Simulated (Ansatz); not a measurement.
**PtSe2: a changed input and its effect**

System: PtSe2 (P-3m1, 3 atoms in the cell).
Method of run 1: DFT, r2SCAN, plane waves, PAW, no spin polarisation (Ansatz 0.2.0).

The structure was built on a prototype by a generator. The geometry comes from this level: r2scan-rvv10 (a point of a series of strains). Text and figures count atoms from 1; the logs count them from 0 in places.

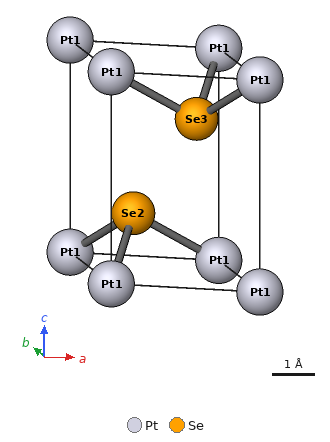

Fig. 1: The structure as given in the input (ball-and-stick view of the cell of the calculation, seen slightly off an axis; atoms are numbered from 1 in the order of the input). An atom can appear more than once, as a periodic image. Near neighbours in the periodic cell (some may lie outside the picture): Pt has 6 Se at 2.51 Å; Se has 3 Pt at 2.51 Å.

Input, run 1:
```yaml
crystal:
  lattice:
    - [3.7286503688, 0.0, 0.0]
    - [-1.8643251844, 3.2291059412, 0.0]
    - [0.0, 0.0, 5.277156576]
  atoms:
    - { symbol: Pt, position: [0.0, 0.0, 0.0] }
    - { symbol: Se, position: [0.3333333333, 0.6666666667, 0.2462188986] }
    - { symbol: Se, position: [0.6666666667, 0.3333333333, 0.7537811014] }
kpoints:
  mp_grid: { grid: [12, 12, 6] }
  band_path:
    path:
      - [0.0, 0.0, 0.0]
      - [0.5, 0.0, 0.0]
      - [0.3333333333, 0.3333333333, 0.0]
      - [0.0, 0.0, 0.5]
      - [0.5, 0.0, 0.5]
      - [0.3333333333, 0.3333333333, 0.5]
      - [0.0, 0.25, 0.3333333333]
      - [0.0, 0.283854, 0.294271]
    npoints: 1
hamiltonian:
  xc: r2scan
scf:
  occupations: { method: fermi_dirac, width: 0.02 }
  n_extra_bands: 4
output:
  forces: true
  stress: true
  eigenvalues: true
```

Launched with:
```bash
ansatz run input.yaml --threads 2 --pin off --max-ram 29491MiB --backend cpu --events-out ev --progress --plain --runs-dir out
```

Hardware: 2 threads of AMD EPYC (Zen 3), 1656 GiB of memory available, shared host.

Output, shortened to warnings, some set-up lines, iterations and results (run 1):
```
Basis set: ecut = 500 eV, 1651 PW (Γ), exchange–correlation on 120×120×160 points (64 copies of the dense FFT grid, shifted against one another)
Symmetry: 12 space group operations
k-points: 100 of 864
Initial density: superposition of atomic densities (neutral atoms: chi_scale 0, normalization atom), corrected by the library's trained network
[...]
SCF iter   1: F=—  HF=-23494.354404 eV  |F-HF|=—  |Δ(HF+E_count)|=         —  Δρ=6.48e-3  dr2=1.14e-2  dr2_τ=5.67e-2  ethr=1.77e-3  ⟨swp⟩=6.2  Hψ=11061  notcnv=0
SCF iter   2: F=—  HF=-23494.387688 eV  |F-HF|=—  |Δ(HF+E_count)|=   3.33e-2  Δρ=4.15e-3  dr2=4.96e-3  dr2_τ=3.51e-4  ethr=2.28e-5  ⟨swp⟩=2.0  Hψ=6200  notcnv=0
SCF iter   3: F=—  HF=-23494.388610 eV  |F-HF|=—  |Δ(HF+E_count)|=   9.22e-4  Δρ=1.14e-3  dr2=6.89e-4  dr2_τ=7.23e-5  ethr=9.92e-6  ⟨swp⟩=2.0  Hψ=3573  notcnv=0
SCF iter   4: F=—  HF=-23494.388704 eV  |F-HF|=—  |Δ(HF+E_count)|=   9.41e-5  Δρ=3.10e-4  dr2=7.56e-5  dr2_τ=1.49e-5  ethr=1.38e-6  ⟨swp⟩=2.0  Hψ=4261  notcnv=0
SCF iter   5: F=—  HF=-23494.388718 eV  |F-HF|=—  |Δ(HF+E_count)|=   1.39e-5  Δρ=1.75e-4  dr2=1.67e-5  dr2_τ=1.58e-6  ethr=1.51e-7  ⟨swp⟩=2.1  Hψ=4116  notcnv=0
SCF iter   6: F=—  HF=-23494.388719 eV  |F-HF|=—  |Δ(HF+E_count)|=   5.30e-7  Δρ=3.58e-5  dr2=8.84e-7  dr2_τ=6.11e-8  ethr=3.35e-8  ⟨swp⟩=3.0  Hψ=5055  notcnv=0
SCF iter   7: F=-23494.388719 eV  HF=-23494.388719 eV  |F-HF|=5.65e-9  |Δ(HF+E_count)|=   4.41e-7  Δρ=8.76e-6  dr2=4.82e-8  dr2_τ=2.05e-9  ethr=2.00e-10  ⟨swp⟩=3.0  Hψ=11112  …
SCF 1 converged in 7 iterations: F = -23494.388719 eV  dr2 = 4.82e-8
NSCF: frozen V_eff on 8 k-points
SCF converged after 7 iterations
Free energy (F): -23494.388719 eV
Harris-Foulkes:  -23494.388719 eV  (|F-HF|=5.65e-9)
Internal energy: -23494.388473 eV  (E = F + TS)
E sigma→0 (E₀):  -23494.388596 eV
Entropy (-TS):   -0.000246 eV (-0.082 meV/atom)
Fermi energy:    12.357440 eV
--- Per-component energies (eV) ---
  E_band       = -1042.197127
  E_kinetic    = 874.262871
  E_local      = -7045.094838  (includes V_loc(G=0)·N_el)
  E_nonlocal   = -987.858674
  E_hartree    = 3260.148858
  E_xc         = -446.811469
  E_vxc        = -549.403683  (∫ρ·V_xc dr)
  E_paw        = -13331.048296  (= ΣΔE_a)
  E_vpaw       = 113.582980  (= ΣTr[D̂ρ^β])
  E_aug_tail   = -0.000274  (compensation charges beyond the density's cutoff)
  E_vtau       = 32.023848  (kinetic-family band-sum trace: ∫τ·v_τ [+ j·A + Jᵃ·Aᵃ] dr)
  E_ewald      = -5814.225615
  E_core_change = -3.761035  (= ΣΔE_core)
  E_smearing   = -0.000246  (= −TS)
  E_closure    = -0.000000  (closes the sum)
  Σ components = -23494.388719   (vs F -23494.388719, Δ=0.00e0)
--- Forces (eV/Å), atoms counted from 1 ---
  atom   1  Pt    -0.00000000     0.00000000     0.00000000
  atom   2  Se    -0.00000000     0.00000000    -0.03181966
  atom   3  Se     0.00000000    -0.00000000     0.03181966
  max |Σ_I F_I| component: 1.16e-18 eV/Å
--- Stress (GPa, compression-positive) ---
        1.326573      -0.000000      -0.000000
       -0.000000       1.326573       0.000000
       -0.000000       0.000000       1.398636
  P = ⅓ Tr σ = 1.3506 GPa (13.506 kbar)
```

The input of run 2 differs as follows (lines with − go, lines with + come):
```diff
-    - [0.0, 0.0, 5.277156576]
+    - [0.0, 0.0, 5.4882428391]
-    - { symbol: Se, position: [0.3333333333, 0.6666666667, 0.2462188986] }
-    - { symbol: Se, position: [0.6666666667, 0.3333333333, 0.7537811014] }
+    - { symbol: Se, position: [0.3333333333, 0.6666666667, 0.2374944436] }
+    - { symbol: Se, position: [0.6666666667, 0.3333333333, 0.7625055564] }
-      - [0.0, 0.283854, 0.294271]
+      - [0.0, 0.276042, 0.302083]
```

How does run 2 compare with run 1?

With the same functional and potentials, run 2 lies 6.1 meV per atom lower. A gap of 0.12 eV opens on the mesh, where run 1 has none. The pressure goes from 1.35 to 0.39 GPa. The volume per atom goes from 21.18 to 22.03 Å³. The number of SCF iterations is the same. The plane waves at Γ go from 1651 to 1665.

Output, shortened to warnings, some set-up lines, iterations and results (run 2):
```
Basis set: ecut = 500 eV, 1665 PW (Γ), exchange–correlation on 120×120×180 points (64 copies of the dense FFT grid, shifted against one another)
Symmetry: 12 space group operations
k-points: 100 of 864
Initial density: superposition of atomic densities (neutral atoms: chi_scale 0, normalization atom), corrected by the library's trained network
[...]
SCF iter   1: F=—  HF=-23494.372764 eV  |F-HF|=—  |Δ(HF+E_count)|=         —  Δρ=6.29e-3  dr2=1.13e-2  dr2_τ=5.79e-2  ethr=1.77e-3  ⟨swp⟩=6.1  Hψ=11016  notcnv=0
SCF iter   2: F=—  HF=-23494.405826 eV  |F-HF|=—  |Δ(HF+E_count)|=   3.31e-2  Δρ=4.02e-3  dr2=4.78e-3  dr2_τ=3.71e-4  ethr=2.27e-5  ⟨swp⟩=2.0  Hψ=6263  notcnv=0
SCF iter   3: F=—  HF=-23494.406793 eV  |F-HF|=—  |Δ(HF+E_count)|=   9.67e-4  Δρ=1.15e-3  dr2=7.15e-4  dr2_τ=8.50e-5  ethr=9.56e-6  ⟨swp⟩=2.0  Hψ=3559  notcnv=0
SCF iter   4: F=—  HF=-23494.406900 eV  |F-HF|=—  |Δ(HF+E_count)|=   1.07e-4  Δρ=3.10e-4  dr2=8.42e-5  dr2_τ=1.59e-5  ethr=1.43e-6  ⟨swp⟩=2.0  Hψ=4182  notcnv=0
SCF iter   5: F=—  HF=-23494.406910 eV  |F-HF|=—  |Δ(HF+E_count)|=   9.31e-6  Δρ=1.77e-4  dr2=1.58e-5  dr2_τ=1.32e-6  ethr=1.68e-7  ⟨swp⟩=3.0  Hψ=5010  notcnv=0
SCF iter   6: F=—  HF=-23494.406911 eV  |F-HF|=—  |Δ(HF+E_count)|=   1.80e-6  Δρ=3.43e-5  dr2=8.26e-7  dr2_τ=5.91e-8  ethr=3.16e-8  ⟨swp⟩=3.0  Hψ=5041  notcnv=0
SCF iter   7: F=-23494.406912 eV  HF=-23494.406912 eV  |F-HF|=1.53e-8  |Δ(HF+E_count)|=   4.65e-7  Δρ=7.56e-6  dr2=3.66e-8  dr2_τ=1.46e-9  ethr=2.00e-10  ⟨swp⟩=3.0  Hψ=11826  …
SCF 1 converged in 7 iterations: F = -23494.406912 eV  dr2 = 3.66e-8
NSCF: frozen V_eff on 8 k-points
SCF converged after 7 iterations
Free energy (F): -23494.406912 eV
Harris-Foulkes:  -23494.406912 eV  (|F-HF|=1.53e-8)
Internal energy: -23494.406900 eV  (E = F + TS)
E sigma→0 (E₀):  -23494.406906 eV
Entropy (-TS):   -0.000012 eV (-0.004 meV/atom)
Fermi energy:    11.561382 eV
--- Per-component energies (eV) ---
  E_band       = -1074.511250
  E_kinetic    = 873.690740
  E_local      = -7376.001342  (includes V_loc(G=0)·N_el)
  E_nonlocal   = -987.956193
  E_hartree    = 3409.538147
  E_xc         = -446.509644
  E_vxc        = -549.018883  (∫ρ·V_xc dr)
  E_paw        = -13331.006664  (= ΣΔE_a)
  E_vpaw       = 113.645992  (= ΣTr[D̂ρ^β])
  E_aug_tail   = -0.000270  (compensation charges beyond the density's cutoff)
  E_vtau       = 32.058572  (kinetic-family band-sum trace: ∫τ·v_τ [+ j·A + Jᵃ·Aᵃ] dr)
  E_ewald      = -5632.400638
  E_core_change = -3.761035  (= ΣΔE_core)
  E_smearing   = -0.000012  (= −TS)
  E_closure    = -0.000000  (closes the sum)
  Σ components = -23494.406912   (vs F -23494.406912, Δ=0.00e0)
--- Forces (eV/Å), atoms counted from 1 ---
  atom   1  Pt    -0.00000000     0.00000000     0.00000000
  atom   2  Se    -0.00000000     0.00000000    -0.02944172
  atom   3  Se     0.00000000    -0.00000000     0.02944172
  max |Σ_I F_I| component: 6.94e-18 eV/Å
--- Stress (GPa, compression-positive) ---
        0.296987      -0.000000      -0.000000
       -0.000000       0.296987       0.000000
       -0.000000       0.000000       0.581090
  P = ⅓ Tr σ = 0.3917 GPa (3.917 kbar)
```

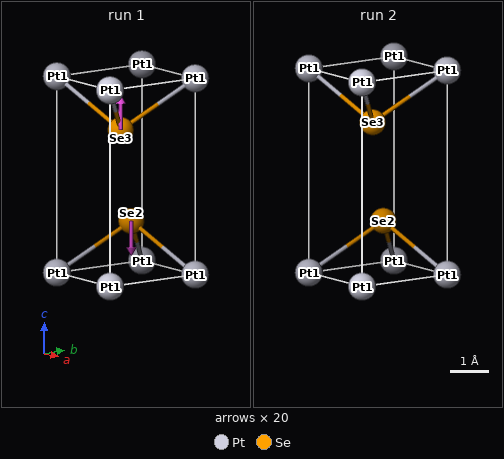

Fig. 2: The two input geometries at one scale (ball-and-stick view of the cell of the calculation, seen slightly off an axis). The pink arrows on the first give the shifts of the atoms relative to the cell, magnified 20 times. The largest moves relative to the cell, 0.048 Å, are those of Se2 and Se3. Pt stays in place. The drawn cell changes as follows: a = b stay at 3.729 Å, c 5.277 → 5.488 Å (+4.0 %); the volume changes by +4.0 %.

The two runs side by side:

| quantity | run 1 | run 2 |
| --- | --- | --- |
| outcome | converged | converged |
| free energy per atom (eV) | −7831.4629 | −7831.4690 |
| gap on the mesh (eV) | 0.00 | 0.12 |
| pressure (GPa) | 1.35 | 0.39 |
| volume per atom (Å³) | 21.18 | 22.03 |
| largest force (eV/Å) | 0.032 | 0.029 |
| SCF iterations | 7 | 7 |
| irreducible k-points | 100 | 100 |
| plane waves at Γ | 1651 | 1665 |
| wall time (shared host) | 7.3 s | 8.8 s |

For both runs: Spin–orbit coupling is left out, which matters for Pt.
